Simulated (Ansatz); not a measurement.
## Electronic structure of Al$_{3}$N$_{2}$ in real space

```
Al N
1.0
     2.81933    0.00000    0.00000
     0.00000    2.81933    0.00000
     0.00000    0.00000   13.64119
Al N
6 4
Direct
  0.00000 0.00000 0.00000
  0.50000 0.50000 0.50000
  0.00000 0.00000 0.32707
  0.50000 0.50000 0.82707
  0.50000 0.50000 0.17293
  0.00000 0.00000 0.67293
  0.00000 0.00000 0.17362
  0.50000 0.50000 0.67362
  0.50000 0.50000 0.32638
  0.00000 0.00000 0.82638
```

Space group I4/mmm; a structure generated by program, which may or may not match a known phase; computed without spin polarisation.

Computed with DFT PBE, scalar-relativistic, plane waves, PAW (Ansatz 0.2.0).

The density is the valence pseudo-density of a PAW calculation; it isn't the true density close to the nuclei.

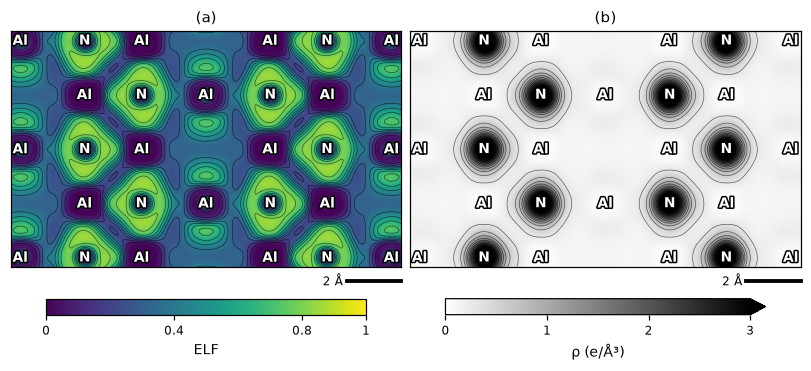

Figure 1. (a) ELF; (b) valence pseudo-density on the (11̄0) plane of the conventional cell.

Q: Interpret the plot.

A:
- Atoms in the plane: Al and N.
- Al–N (1.99 Å): the density is about 0.55 e/Å³ at the midpoint; the ELF peaks at about 0.85 in the valence shell of N, 0.7 Å from its nucleus, and is about 0.80 at the midpoint.
- Al–N (2.09 Å): ρ at the midpoint is about 0.47 e/Å³; the ELF peaks at about 0.85 in the valence shell of N, 0.8 Å from its nucleus, and is about 0.75 at the midpoint.
- Between the atoms the lowest density in this plane is 0.11 e/Å³.

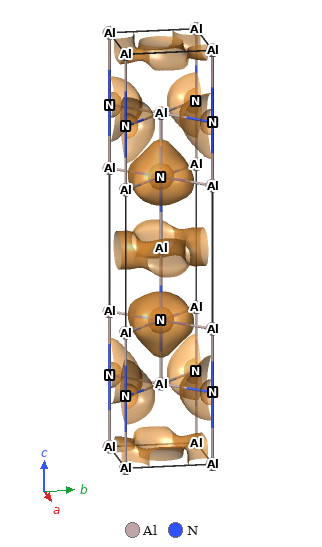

Figure 2. Isosurface of the electron localisation function at 0.65 (orange), seen slightly off an axis. Only the valence region is drawn (cores and ρ < 0.01 e/Å³ removed). Sticks mark near contacts.

Q: Where are the electrons localised?

A: The ELF exceeds this value in four regions on N in which the atom's valence shell and bonds are merged and sheets that run through the cell in two directions, counted in one cell of 10 atoms. Any copies at cell faces, edges or corners count once.

Q: Does the calculation give a band gap?

A: It is gapless in this calculation (a metal or semimetal).
